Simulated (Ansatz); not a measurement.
Hf5N4: single-point calculation (part 1 of 2)

Hf5N4 (slab, 9 atoms in the cell), computed with DFT PBEsol, scalar-relativistic, plane waves, PAW, no spin polarisation (Ansatz 0.2.0).

It belongs to a series of runs on one base structure; here: vacuum: 10. Figures and captions count atoms from 1; the log counts them from 0 in places.

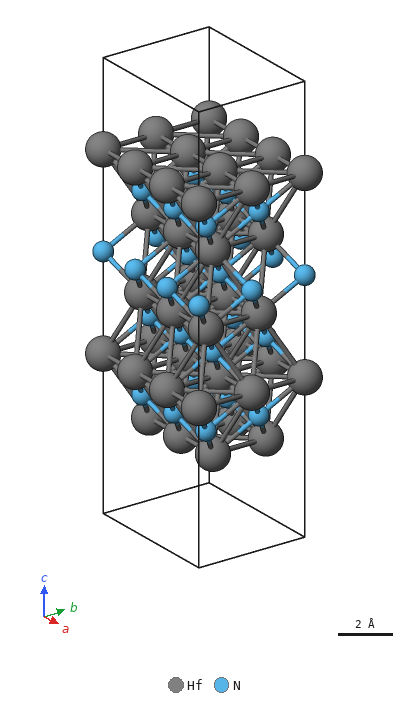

Figure 1. The structure as given in the input (ball-and-stick view of the 3 × 2 repeat of the cell, with the vacuum cut short, seen slightly off an axis). Near neighbours in the crystal (not all of them lie inside the picture): Hf has 9 Hf at 3.18 Å and 3 N at 2.25 Å; N has 6 Hf at 2.25 Å; Hf has 12 Hf at 3.18 Å and 6 N at 2.25 Å.

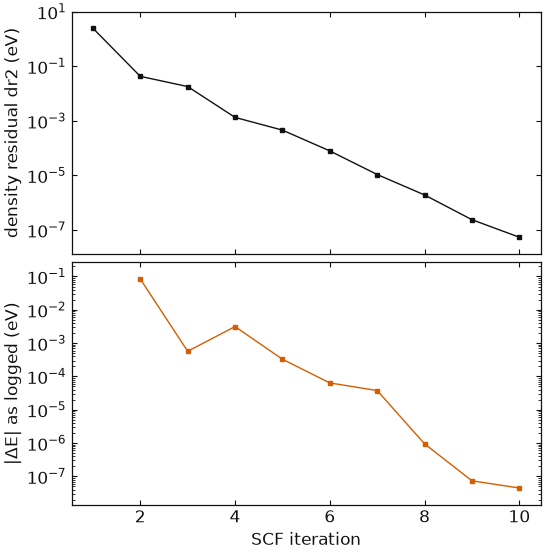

Figure 2. Convergence of the self-consistent field: density residual dr2 and size of the energy change against the SCF iteration. The residual falls at every step.

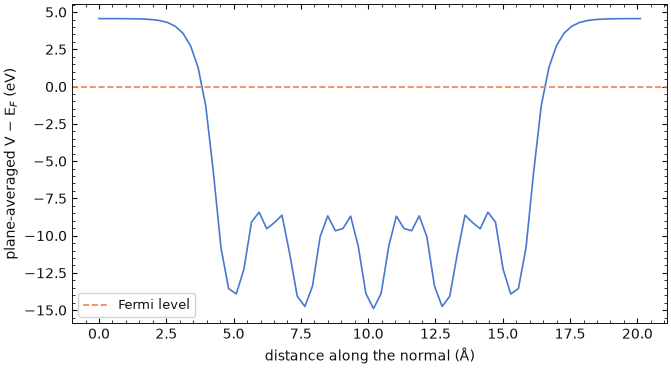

Figure 3. Plane average of the electrostatic potential energy of an electron across the cell, from the Fermi level. The vacuum level lies 4.55 eV above the Fermi level.

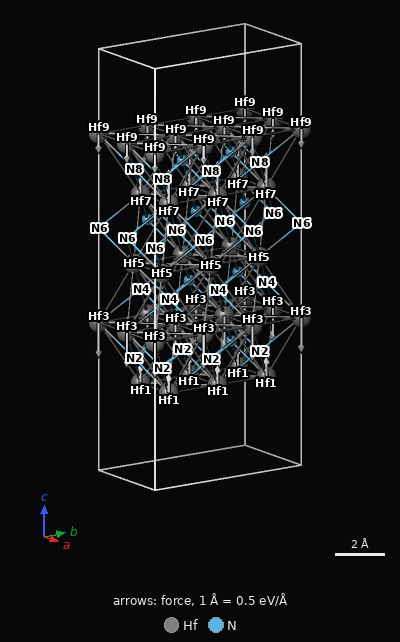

Figure 4. Forces on the atoms as white arrows (ball-and-stick view of the 2 × 3 repeat of the cell, with the vacuum cut short, seen slightly off an axis; atoms are numbered from 1 in the order of the input); the smallest are left out. The largest act on Hf3, Hf7 (0.76 eV/Å); Hf1, Hf9 (0.44 eV/Å). The geometry is not a stationary point of this energy.

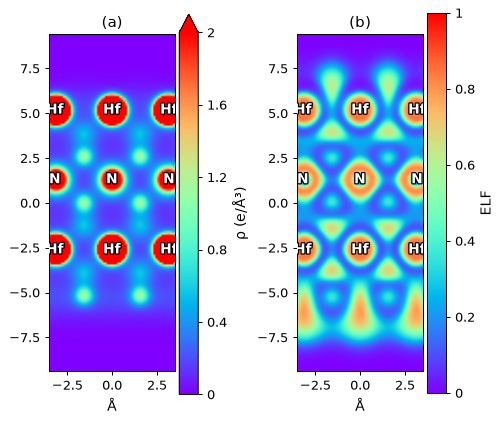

Figure 5. (a) valence charge density (pseudo); (b) electron localisation function on the (100) plane of the calculation cell, a cut from vacuum to vacuum. The plane passes through Hf and N nuclei. Hf–Hf (3.18 Å): ρ at the midpoint is about 0.19 e/Å³; the ELF is about 0.15 at the midpoint (no localised pair between them). The density dies away to nearly zero in the vacuum. The strong features right at Hf lie inside the PAW spheres (semicore, d or f shells) and say nothing about bonding. In a PAW calculation such maps are meaningful between the atoms, not at the nuclei.

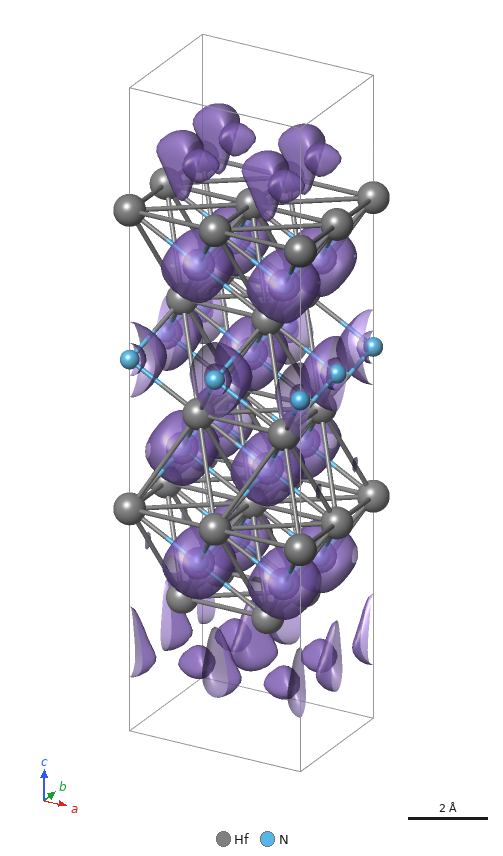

Figure 6. Isosurface of the ELF at 0.65 (purple), seen slightly off an axis. Core shells and regions of very low density are left out. Sticks mark near contacts. Counts are for one cell; the picture repeats the cell along the surface. Along the contacts the grid gives the following. Hf–N (2.25 Å): the ELF peaks at about 0.80 in the valence shell of N, 0.6 Å from its nucleus, and drops to about 0.15 between the two atoms; a polar contact without a shared pair, in a metal. Hf–Hf (3.18 Å): the ELF is about 0.15 at the midpoint (no localised pair between them).

The input that produced these results follows, with the program's output.

**Input file**
```yaml
crystal:
  lattice:
    - [3.1830776067, 0.0, 0.0]
    - [-1.5915388034, 2.7566260697, 0.0]
    - [0.0, 0.0, 20.3958879309]
  atoms:
    - { symbol: Hf, position: [0.3333333333, 0.6666666667, 0.2451474541] }
    - { symbol: "N", position: [0.6666666667, 0.3333333333, 0.3088605906] }
    - { symbol: Hf, position: [0.0, 0.0, 0.372573727] }
    - { symbol: "N", position: [0.3333333333, 0.6666666667, 0.4362868635] }
    - { symbol: Hf, position: [0.6666666667, 0.3333333333, 0.5] }
    - { symbol: "N", position: [0.0, 0.0, 0.5637131365] }
    - { symbol: Hf, position: [0.3333333333, 0.6666666667, 0.627426273] }
    - { symbol: "N", position: [0.6666666667, 0.3333333333, 0.6911394094] }
    - { symbol: Hf, position: [0.0, 0.0, 0.7548525459] }
basis:
  ecutwfc: 420
kpoints:
  mp_grid: { grid: [12, 12, 1] }
hamiltonian:
  xc: pbesol
scf:
  occupations: { method: gaussian, width: 0.1 }
output:
  forces: true
  stress: true
  eigenvalues: true
  write_density: true
  write_potential: true
  elf: true
  volumetric_format: npy
efield:
  axis: 3
  dipole_correction: true
  ramp_width: 0.04
```

Run as:
```bash
ansatz run input.yaml --threads 2 --pin off --max-ram 4096MiB --backend cpu --events-out ev --progress --plain --runs-dir out
```

**Output**
```
Engine: ansatz 0.2.0, x86_64-unknown-linux-gnu
Pseudopotentials: kind: paw
Pseudopotential: Hf, paw, valence charge 26, recommended cutoff 420 eV (normal), Hf.paw.azcp
Pseudopotential: N, paw, valence charge 5, recommended cutoff 420 eV (normal), N.paw.azcp
Functional definition: PBEsol
  exchange = pbesol_x
  correlation = pbesol_c
Crystal: 9 atoms, lattice volume = 178.965 Å³
Basis set: ecut = 420 eV, 3525 PW (Γ), exchange–correlation on 48×48×288 points (8 copies of the dense FFT grid, shifted against one another)
Bands: 90, of which v1, the nominal top of the filled ones, is band 75 counted from 1 (74 counted from 0)
Symmetry: 6 space group operations
k-points: 19 of 144 (time reversal used)
Non-local potential: Hf, projectors of the file, l = 0: 3, l = 1: 2, l = 2: 2, l = 3: 3
Non-local potential: N, projectors of the file, l = 0: 2, l = 1: 2, l = 2: 1
PAW form: soft (Blöchl's): semilocal exchange-correlation on the pseudo side does not see the compensation charge
PAW frozen core: Hf, regenerated for the run's functional, and the local potential with it (the file was generated under x = pbe(κ = 0.804, μ = 0.2195149727645171), c = pbe(β = 0.06672455060314922))
PAW frozen core: N, regenerated for the run's functional, and the local potential with it (the file was generated under x = pbe(κ = 0.804, μ = 0.2195149727645171), c = pbe(β = 0.06672455060314922))
PAW one-centre angular grid: Hf, 590 points (default); XC on 64 Gauss nodes
PAW one-centre angular grid: N, 110 points (default); XC on 64 Gauss nodes
Initial density: superposition of atomic densities (neutral atoms: chi_scale 0, normalization atom), corrected by the library's trained network
Initial wavefunctions: pseudopotential atomic-orbital guess
Functional: x = pbesol(κ = 0.804, μ = 0.12345679012345678), c = pbesol(β = 0.046)
```
